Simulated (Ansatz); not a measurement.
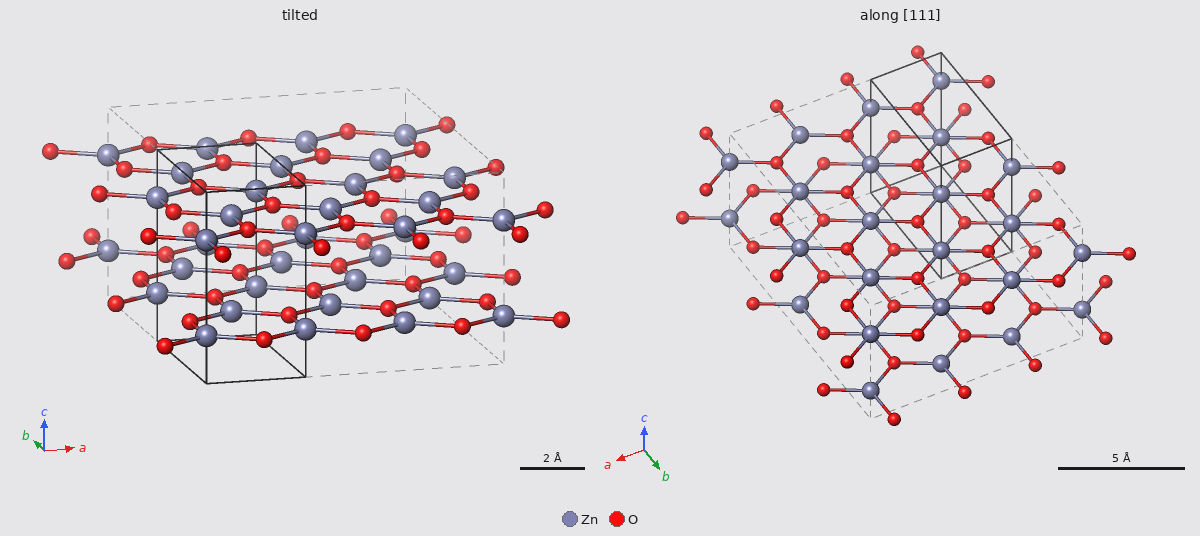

The crystal in a ball-and-stick representation, seen slightly off an axis and along [111]. The drawing covers 3×2×1 cells, and the solid lines enclose one conventional unit cell. Some atoms of the next cells are drawn as well.

Its composition is ZnO. Space group: Cmcm (No. 63). Lattice: base-centred orthorhombic. Content of the cell: 4 Zn, 4 O (Z = 4). Zn is coordinated by three O in a trigonal planar arrangement at about 1.9 Å. O bonds to three Zn in a trigonal planar arrangement at about 1.9 Å. The bonds build ZnO layers parallel to (001).

The structure comes from a structure listed in the Materials Project. The cell was then strained or its atoms displaced on purpose. A calculation with Ansatz used it as input.
